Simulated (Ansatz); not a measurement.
Single-point calculation, with input and output: Ti (part 2 of 2)

Ti (slab, 16 atoms in the cell); DFT PBE+D3(BJ), scalar-relativistic, plane waves, PAW, no spin polarisation (Ansatz 0.2.0); cutoff 420 eV, 4×4×1 k-mesh, Gaussian smearing of 0.1 eV. The structure derives from an entry of the Crystallography Open Database. It belongs to a series of runs on one base structure; here: the slab at its places in the relaxed adsorbed structure.

Geometry of the input (Å; fractional positions):
```
5.7729  0.0000  0.0000
-2.8865  4.9995  0.0000
0.0000  0.0000  26.5506
Ti 0.3333  0.1667  0.3013
Ti 0.3333  0.6667  0.3013
Ti 0.8333  0.1667  0.3013
Ti 0.8333  0.6667  0.3013
Ti 0.1667  0.3333  0.3875
Ti 0.1667  0.8333  0.3875
Ti 0.6667  0.3333  0.3875
Ti 0.6667  0.8333  0.3875
Ti 0.3420  0.1700  0.4778
Ti 0.3327  0.6659  0.4733
Ti 0.8290  0.1702  0.4781
Ti 0.8290  0.6576  0.4782
Ti 0.1726  0.3416  0.5566
Ti 0.1725  0.8295  0.5569
Ti 0.6643  0.3312  0.5721
Ti 0.6557  0.8274  0.5572
```

## Output, continued
```
  k-point 1: bands = ["-54.8847", "-54.7070", "-54.6410", "-54.6258", "-54.6211", "-54.5916", "-54.5247", "-54.5179", "-54.4844", "-54.4214", "-54.4123", "-54.4056", "-54.4028", "-54.3696", "-54.3621", "-54.3314", "-31.3047", "-31.2202", "-31.1952", "-31.1866", "-31.1726", "-31.1703", "-31.1465", "-31.1238", "-31.1130", "-31.1109", "-31.1034", "-31.0775", "-31.0542", "-31.0504", "-30.9275", "-30.9072", "-30.8934", "-30.8739", "-30.8474", "-30.8470", "-30.8199", "-30.8174", "-30.7862", "-30.7733", "-30.7563", "-30.7543", "-30.7502", "-30.7137", "-30.6702", "-30.6664", "-30.6585", "-30.6496", "-30.6273", "-30.6113", "-30.6106", "-30.6032", "-30.5534", "-30.5512", "-30.5345", "-30.5325", "-30.5268", "-30.5226", "-30.5059", "-30.4673", "-30.4631", "-30.4599", "-30.4460", "-30.3947", "-3.2669", "-2.3152", "-1.1468", "-0.8553", "-0.4812", "-0.3976", "-0.2729", "-0.2449", "-0.1062", "-0.0779", "-0.0402", "0.1196", "0.1534", "0.3304", "0.4249", "0.4442", "0.7932", "0.8207", "0.8361", "1.1135", "1.1535", "1.1948", "1.3352", "1.3935", "1.3992", "1.7365", "1.8989", "2.1042", "2.1455", "2.1696", "2.2133", "2.3093", "2.3508", "2.3849", "2.4365", "2.5305", "2.5694", "2.6376", "2.6519", "2.7481", "2.8036", "2.8721", "2.8884", "2.9287", "3.0202", "3.0271", "3.0510", "3.0847", "3.0938", "3.1516", "3.2061", "3.2349"]
  k-point 2: bands = ["-54.8832", "-54.6776", "-54.6692", "-54.6272", "-54.6212", "-54.5775", "-54.5400", "-54.5180", "-54.4564", "-54.4499", "-54.4071", "-54.4029", "-54.4007", "-54.3788", "-54.3620", "-54.3326", "-31.3016", "-31.1825", "-31.1326", "-31.1250", "-31.1190", "-31.1137", "-31.1056", "-31.0927", "-31.0737", "-31.0629", "-31.0551", "-31.0462", "-31.0331", "-30.9565", "-30.9445", "-30.9390", "-30.9278", "-30.9101", "-30.8770", "-30.8537", "-30.8214", "-30.8134", "-30.8085", "-30.7847", "-30.7691", "-30.7339", "-30.7275", "-30.7135", "-30.7100", "-30.7024", "-30.7017", "-30.6922", "-30.6823", "-30.6399", "-30.6360", "-30.6242", "-30.6135", "-30.5634", "-30.5548", "-30.5455", "-30.5298", "-30.5270", "-30.5131", "-30.5022", "-30.4956", "-30.4708", "-30.4408", "-30.4181", "-2.1258", "-2.0973", "-1.2896", "-1.2829", "-0.3057", "-0.2551", "-0.0104", "-0.0033", "0.1787", "0.1944", "0.3371", "0.3703", "0.3779", "0.4033", "0.8846", "0.9290", "1.0669", "1.1078", "1.1301", "1.2218", "1.2620", "1.3464", "1.4065", "1.4708", "1.4833", "1.5197", "1.5768", "1.5995", "1.7492", "1.8250", "1.8354", "1.9431", "1.9620", "2.0277", "2.1324", "2.1724", "2.2181", "2.2876", "2.3319", "2.3642", "2.4600", "2.5697", "2.6157", "2.7740", "2.8069", "2.8362", "2.8581", "2.9018", "3.0090", "3.1056", "3.1624", "3.3311"]
  k-point 9: bands = ["-54.8833", "-54.6776", "-54.6691", "-54.6272", "-54.6212", "-54.5755", "-54.5449", "-54.5149", "-54.4566", "-54.4499", "-54.4068", "-54.4030", "-54.4013", "-54.3777", "-54.3626", "-54.3326", "-31.3018", "-31.1838", "-31.1327", "-31.1250", "-31.1191", "-31.1137", "-31.1059", "-31.0923", "-31.0729", "-31.0630", "-31.0555", "-31.0453", "-31.0327", "-30.9565", "-30.9443", "-30.9392", "-30.9278", "-30.9100", "-30.8771", "-30.8541", "-30.8219", "-30.8131", "-30.8094", "-30.7845", "-30.7689", "-30.7346", "-30.7264", "-30.7120", "-30.7101", "-30.7028", "-30.7023", "-30.6934", "-30.6816", "-30.6395", "-30.6365", "-30.6235", "-30.6128", "-30.5634", "-30.5549", "-30.5450", "-30.5293", "-30.5273", "-30.5137", "-30.5021", "-30.4964", "-30.4704", "-30.4419", "-30.4173", "-2.1267", "-2.0966", "-1.2899", "-1.2825", "-0.3082", "-0.2544", "-0.0096", "-0.0042", "0.1762", "0.1954", "0.3347", "0.3693", "0.3769", "0.4049", "0.8832", "0.9276", "1.0705", "1.1084", "1.1251", "1.2205", "1.2619", "1.3476", "1.4062", "1.4716", "1.4823", "1.5197", "1.5767", "1.5987", "1.7489", "1.8244", "1.8348", "1.9454", "1.9643", "2.0280", "2.1308", "2.1729", "2.2139", "2.2846", "2.3341", "2.3620", "2.4577", "2.5719", "2.6160", "2.7755", "2.8127", "2.8352", "2.8584", "2.9055", "3.0153", "3.1127", "3.1606", "3.3331"]
```

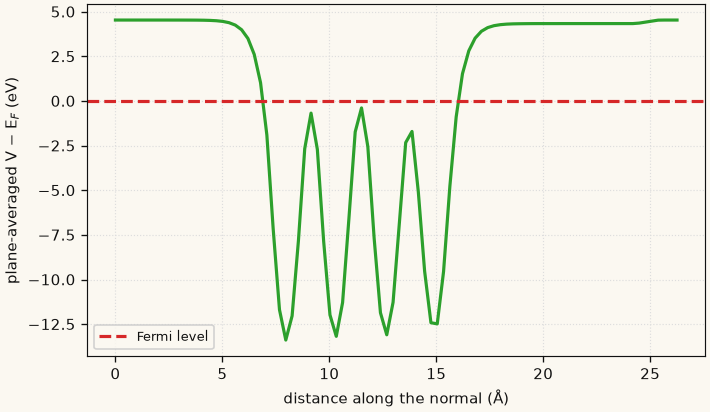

Plane average of the electrostatic potential energy of an electron across the cell, from the Fermi level. The vacuum level lies 4.34 eV above the Fermi level on the upper side and 4.53 eV on the lower.

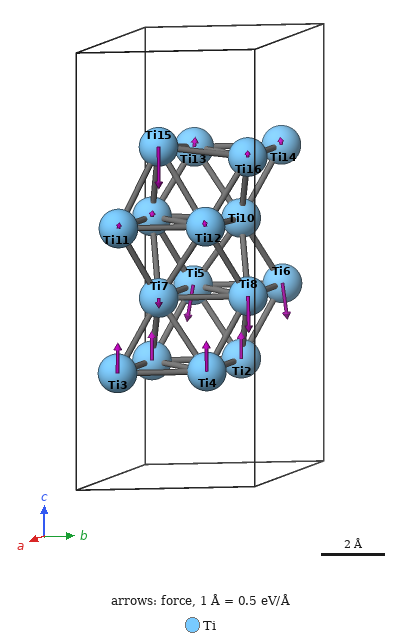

Forces on the atoms as pink arrows (ball-and-stick view of the cell of the calculation, with the vacuum cut short, seen slightly off an axis; atoms are numbered from 1 in the order of the input); the smallest are left out. The largest act on Ti15 (0.69 eV/Å); Ti5, Ti6 (0.62 eV/Å); Ti8 (0.60 eV/Å); Ti3, Ti4 (0.50 eV/Å), among others. The geometry is not a stationary point of this energy.

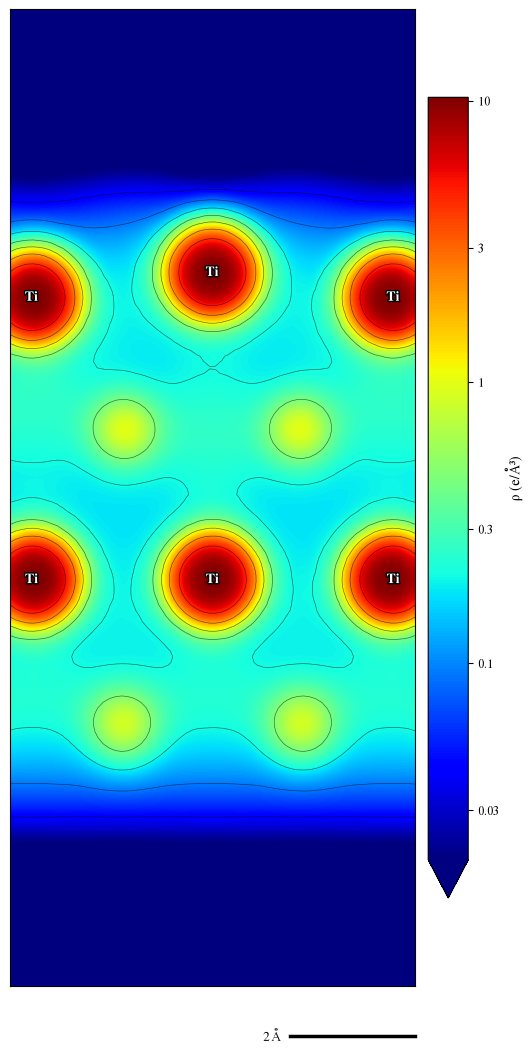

Valence charge density (pseudo) on the (100) plane of the calculation cell, a cut from vacuum to vacuum. Atoms in the plane: Ti. Ti–Ti (2.89 Å): the density is about 0.2 e/Å³ at the midpoint. Ti–Ti (2.91 Å): ρ at the midpoint is about 0.19 e/Å³. The density dies away to nearly zero in the vacuum. The fields are those of the smooth PAW valence density.

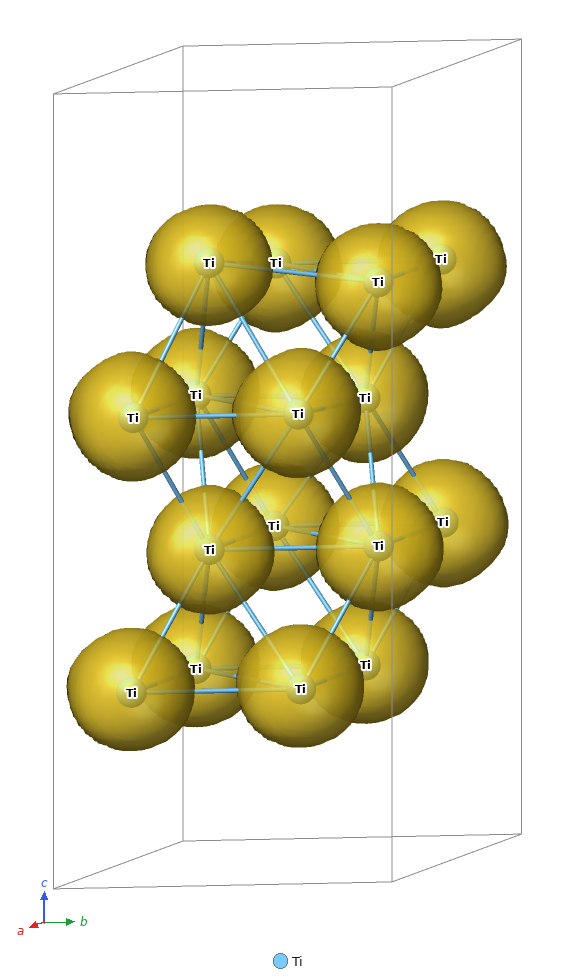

Isosurface of the valence electron density at 0.3 e/Å³ (yellow), seen slightly off an axis. Sticks mark near contacts. At this value the density breaks into separate islands; it holds about 80 % of the electrons treated as valence (semicore included). It is pinched off along the Ti–Ti (2.70 Å), Ti–Ti (2.74 Å), Ti–Ti (2.80 Å) and Ti–Ti (2.89 Å) contacts. On the grid the lowest density along these lines, outside the cores, is 0.23 e/Å³ (Ti–Ti, 2.70 Å), 0.24 e/Å³ (Ti–Ti, 2.74 Å), 0.22 e/Å³ (Ti–Ti, 2.80 Å) and 0.2 e/Å³ (Ti–Ti, 2.89 Å).

## Summary

```tsv
quantity	value
outcome	converged
electrons treated	192
free energy	−39994.6113 eV
work function, top face	4.34 eV
work function, bottom face	4.53 eV
Fermi energy	2.120 eV
gap on the k-point mesh	none (metallic)
work function (upper face)	4.34 eV
largest force (length of the vector)	0.692 eV/Å
wall time	23 s (CPU time 91 s)
peak memory	2 GiB
```
